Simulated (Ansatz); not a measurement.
Single-point calculation of Cu (part 1 of 2)

System: Cu (27 atoms in the cell).
Method: DFT PBE, scalar-relativistic, plane waves, PAW, no spin polarisation (Ansatz 0.2.0).

The structure derives from a Materials Project entry. It belongs to a series of runs on one base structure; here: the perfect crystal in a cell of 27 atoms.

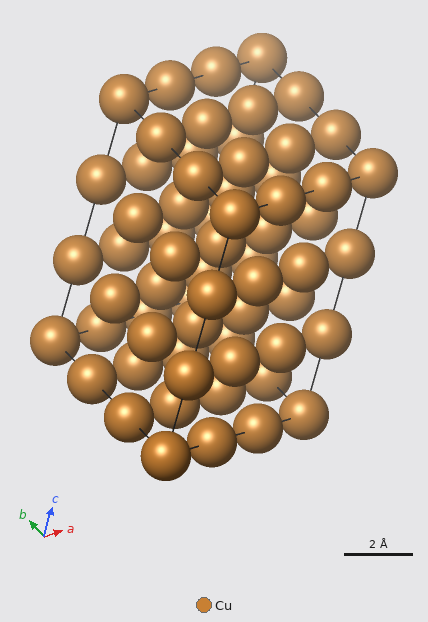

Fig. 1: The input geometry (spheres-only view of the cell of the calculation, seen at an oblique angle).

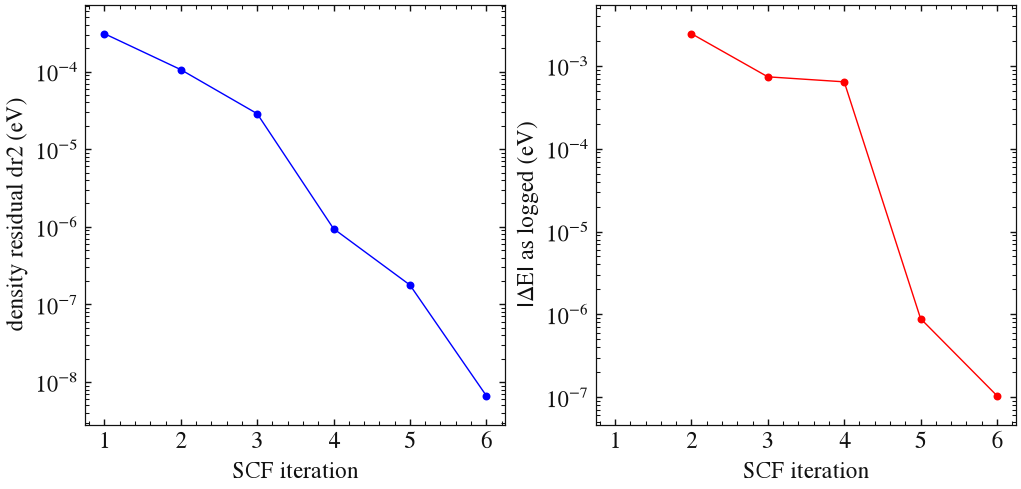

Fig. 2: Convergence of the self-consistent field: density residual dr2 and size of the energy change against the SCF iteration. The residual falls at every step.

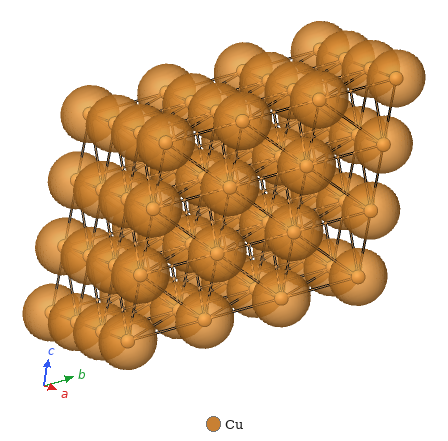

Fig. 3: Isosurface of the valence charge density (pseudo) at 0.6 e/Å³ (orange), seen slightly off an axis. Sticks mark near contacts. The outline is the calculation cell. At this value the density breaks into separate islands; it holds about 85 % of the electrons treated as valence (semicore included). It is pinched off along the Cu–Cu (2.57 Å) contacts. On the grid the lowest density along these lines, outside the cores, is 0.26 e/Å³ (Cu–Cu, 2.57 Å). The fields are those of the smooth PAW valence density.

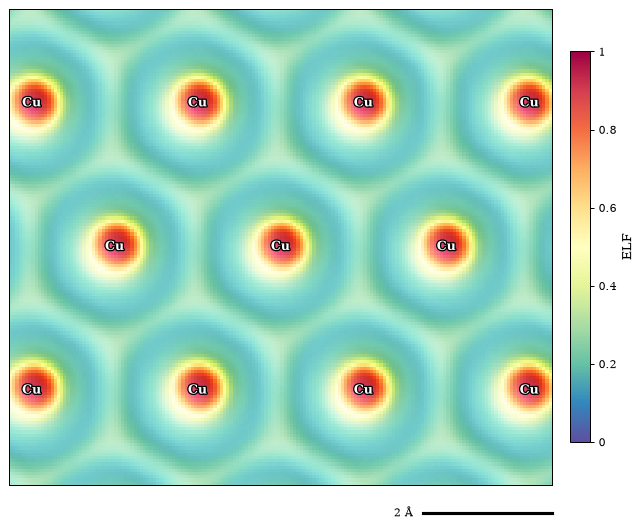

Fig. 4: Electron localisation function on the (010) plane of the calculation cell. The plane passes through Cu nuclei. Cu–Cu (2.57 Å): the ELF is about 0.20 at the midpoint (no localised pair between them). The strong features right at Cu lie inside the PAW spheres (semicore, d or f shells) and say nothing about bonding.

These pictures come from the run below.

The input
```yaml
crystal:
  lattice:
    - [-5.4447042152, 5.4447042152, 0.0]
    - [-5.4447042152, 0.0, 5.4447042152]
    - [0.0, 5.4447042152, 5.4447042152]
  atoms:
    - { symbol: Cu, position: [0.0, 0.0, 0.0] }
    - { symbol: Cu, position: [0.3333333333, 0.0, 0.0] }
    - { symbol: Cu, position: [0.0, 0.3333333333, 0.0] }
    - { symbol: Cu, position: [0.0, 0.0, 0.3333333333] }
    - { symbol: Cu, position: [0.6666666667, 0.0, 0.0] }
    - { symbol: Cu, position: [0.3333333333, 0.3333333333, 0.0] }
    - { symbol: Cu, position: [0.3333333333, 0.0, 0.3333333333] }
    - { symbol: Cu, position: [0.0, 0.6666666667, 0.0] }
    - { symbol: Cu, position: [0.0, 0.3333333333, 0.3333333333] }
    - { symbol: Cu, position: [0.0, 0.0, 0.6666666667] }
    - { symbol: Cu, position: [0.6666666667, 0.3333333333, 0.0] }
    - { symbol: Cu, position: [0.6666666667, 0.0, 0.3333333333] }
    - { symbol: Cu, position: [0.3333333333, 0.6666666667, 0.0] }
    - { symbol: Cu, position: [0.3333333333, 0.3333333333, 0.3333333333] }
    - { symbol: Cu, position: [0.3333333333, 0.0, 0.6666666667] }
    - { symbol: Cu, position: [0.0, 0.6666666667, 0.3333333333] }
    - { symbol: Cu, position: [0.0, 0.3333333333, 0.6666666667] }
    - { symbol: Cu, position: [0.6666666667, 0.6666666667, 0.0] }
    - { symbol: Cu, position: [0.6666666667, 0.3333333333, 0.3333333333] }
    - { symbol: Cu, position: [0.6666666667, 0.0, 0.6666666667] }
    - { symbol: Cu, position: [0.3333333333, 0.6666666667, 0.3333333333] }
    - { symbol: Cu, position: [0.3333333333, 0.3333333333, 0.6666666667] }
    - { symbol: Cu, position: [0.0, 0.6666666667, 0.6666666667] }
    - { symbol: Cu, position: [0.6666666667, 0.6666666667, 0.3333333333] }
    - { symbol: Cu, position: [0.6666666667, 0.3333333333, 0.6666666667] }
    - { symbol: Cu, position: [0.3333333333, 0.6666666667, 0.6666666667] }
    - { symbol: Cu, position: [0.6666666667, 0.6666666667, 0.6666666667] }
basis:
  ecutwfc: 420
  xc_grid: 2
kpoints:
  mp_grid: { grid: [4, 4, 4], shift: [0.0, 0.0, 0.0] }
hamiltonian:
  xc: pbe
scf:
  occupations: { method: gaussian, width: 0.1 }
output:
  forces: true
  stress: true
  eigenvalues: true
  write_density: true
  write_potential: true
  elf: true
  volumetric_format: npy
```

Launch command:
```bash
ansatz run input.yaml --threads 4 --pin off --max-ram 8192MiB --backend cpu --events-out ev --progress --plain --runs-dir out
```

Log
```
Engine: ansatz 0.2.0, x86_64-unknown-linux-gnu
Pseudopotentials: kind: paw
Pseudopotential: Cu, paw, valence charge 19, recommended cutoff 420 eV (normal), Cu.paw.azcp
Functional definition: PBE
  parameter kappa = 0.804
  parameter beta = 0.06672455060314922
  exchange = pbe_x(kappa = kappa, mu = beta*pi^2/3)
  correlation = pbe_c(beta = beta)
Crystal: 27 atoms, lattice volume = 322.814 Å³
Basis set: ecut = 420 eV, 6303 PW (Γ), exchange–correlation on 108×108×108 points (8 copies of the dense FFT grid, shifted against one another)
Bands: 308, of which v1, the nominal top of the filled ones, is band 257 counted from 1 (256 counted from 0)
Symmetry: 1296 space group operations
Space group: Fm-3m (ITA 225), of the structure as read, at distance tolerance 6.9e-5 Å
k-points: 8 of 64
Non-local potential: Cu, projectors of the file, l = 0: 3, l = 1: 2, l = 2: 3, l = 3: 1
PAW form: soft (Blöchl's): semilocal exchange-correlation on the pseudo side does not see the compensation charge
PAW one-centre angular grid: Cu, 590 points (default); XC on 64 Gauss nodes
Initial density: superposition of atomic densities (neutral atoms: chi_scale 0, normalization atom), corrected by the library's trained network
Initial wavefunctions: pseudopotential atomic-orbital guess
Functional: x = pbe(κ = 0.804, μ = 0.2195149727645171), c = pbe(β = 0.06672455060314922)
SCF iter   1: F=—  HF=-178879.627238 eV  |F-HF|=—  |Δ(HF+E_count)|=         —  Δρ=6.95e-4  dr2=3.08e-4  ethr=1.77e-3  ⟨swp⟩=4.8  Hψ=7645  notcnv=0  defer=188
preconditioner: auto → Kerker (q_TF=auto, 2.947 Å⁻¹)  [metal: Δε(μ)=0.058 eV  Ē_g=9.977 eV  σ=0.100 eV  W_gap=0.31  n_scr=136 (ndim 8)  ℏωp=35.6 eV  f_vac=0.000  D(μ)=7.35/eV (n_scr^D=58)]
SCF iter   2: F=—  HF=-178879.629691 eV  |F-HF|=—  |Δ(HF+E_count)|=   2.45e-3  Δρ=4.04e-4  dr2=1.06e-4  ethr=6.00e-8  ⟨swp⟩=3.6  Hψ=6870  notcnv=0  defer=241
SCF iter   3: F=—  HF=-178879.630429 eV  |F-HF|=—  |Δ(HF+E_count)|=   7.38e-4  Δρ=1.97e-4  dr2=2.87e-5  ethr=2.06e-8  ⟨swp⟩=2.0  Hψ=3258  notcnv=0  defer=241
SCF iter   4: F=—  HF=-178879.629787 eV  |F-HF|=—  |Δ(HF+E_count)|=   6.42e-4  Δρ=2.39e-5  dr2=9.46e-7  ethr=5.59e-9  ⟨swp⟩=2.0  Hψ=3317  notcnv=0  defer=241
SCF iter   5: F=—  HF=-178879.629788 eV  |F-HF|=—  |Δ(HF+E_count)|=   8.87e-7  Δρ=9.41e-6  dr2=1.78e-7  ethr=1.84e-10  ⟨swp⟩=2.1  Hψ=3554  notcnv=0  defer=241
SCF iter   6: F=-178879.629788 eV  HF=-178879.629788 eV  |F-HF|=2.65e-9  |Δ(HF+E_count)|=   1.04e-7  Δρ=1.85e-6  dr2=6.67e-9  ethr=1.95e-11  ⟨swp⟩=12.6  Hψ=17817  notcnv=0
SCF 1 converged in 6 iterations: F = -178879.629788 eV  dr2 = 6.67e-9
  greatest PAW one-centre occupation: 1.000 electrons in one spin orbital (limit 2), on the Cu atom at site 26 (counted from 0), in its partial waves of l = 0
SCF converged after 6 iterations
Free energy (F): -178879.629788 eV
Harris-Foulkes:  -178879.629788 eV  (|F-HF|=2.65e-9)
Internal energy: -178879.593030 eV  (E = F + TS)
E sigma→0 (E₀):  -178879.611409 eV
Entropy (-TS):   -0.036758 eV (-1.361 meV/atom)
Fermi energy:    16.418878 eV
--- Per-component energies (eV) ---
  E_band       = -9822.468682
  E_kinetic    = 8093.851673
  E_local      = -109964.016467  (includes V_loc(G=0)·N_el)
  E_nonlocal   = 10526.175906
  E_hartree    = 48420.632913
  E_xc         = -2416.036533
  E_vxc        = -3117.706934  (∫ρ·V_xc dr)
  E_paw        = -44898.928271  (= ΣΔE_a)
  E_vpaw       = -12202.043067  (= ΣTr[D̂ρ^β])
  E_aug_tail   = 0.006591  (compensation charges beyond the density's cutoff)
  E_ewald      = -88641.278843
  E_smearing   = -0.036758  (= −TS)
  E_closure    = -0.000000  (closes the sum)
  Σ components = -178879.629788   (vs F -178879.629788, Δ=0.00e0)
--- Forces (eV/Å), atoms counted from 1 ---
  atom   1  Cu    -0.00000000    -0.00000000     0.00000000
  atom   2  Cu    -0.00000000    -0.00000000     0.00000000
  atom   3  Cu    -0.00000000    -0.00000000    -0.00000000
  atom   4  Cu    -0.00000000    -0.00000000     0.00000000
  atom   5  Cu    -0.00000000    -0.00000000    -0.00000000
  atom   6  Cu    -0.00000000    -0.00000000     0.00000000
  atom   7  Cu    -0.00000000    -0.00000000    -0.00000000
  atom   8  Cu     0.00000000    -0.00000000     0.00000000
  atom   9  Cu     0.00000000    -0.00000000     0.00000000
  atom  10  Cu     0.00000000    -0.00000000     0.00000000
  atom  11  Cu    -0.00000000    -0.00000000    -0.00000000
  atom  12  Cu    -0.00000000    -0.00000000    -0.00000000
  atom  13  Cu    -0.00000000    -0.00000000     0.00000000
  atom  14  Cu    -0.00000000    -0.00000000    -0.00000000
  atom  15  Cu     0.00000000    -0.00000000     0.00000000
  atom  16  Cu    -0.00000000    -0.00000000     0.00000000
  atom  17  Cu    -0.00000000    -0.00000000     0.00000000
  atom  18  Cu    -0.00000000    -0.00000000    -0.00000000
  atom  19  Cu    -0.00000000     0.00000000    -0.00000000
  atom  20  Cu    -0.00000000    -0.00000000    -0.00000000
  atom  21  Cu    -0.00000000    -0.00000000     0.00000000
  atom  22  Cu    -0.00000000    -0.00000000     0.00000000
  atom  23  Cu     0.00000000    -0.00000000    -0.00000000
  atom  24  Cu    -0.00000000    -0.00000000    -0.00000000
  atom  25  Cu    -0.00000000    -0.00000000    -0.00000000
  atom  26  Cu    -0.00000000    -0.00000000     0.00000000
  atom  27  Cu    -0.00000000    -0.00000000    -0.00000000
  max |Σ_I F_I| component: 6.91e-27 eV/Å
--- Stress (GPa, compression-positive) ---
       -0.114580       0.000000      -0.000000
       -0.000000      -0.114580       0.000000
        0.000000      -0.000000      -0.114580
  P = ⅓ Tr σ = -0.1146 GPa (-1.146 kbar)
--- Band table (eV; the first three rows and the last of 8) ---
```
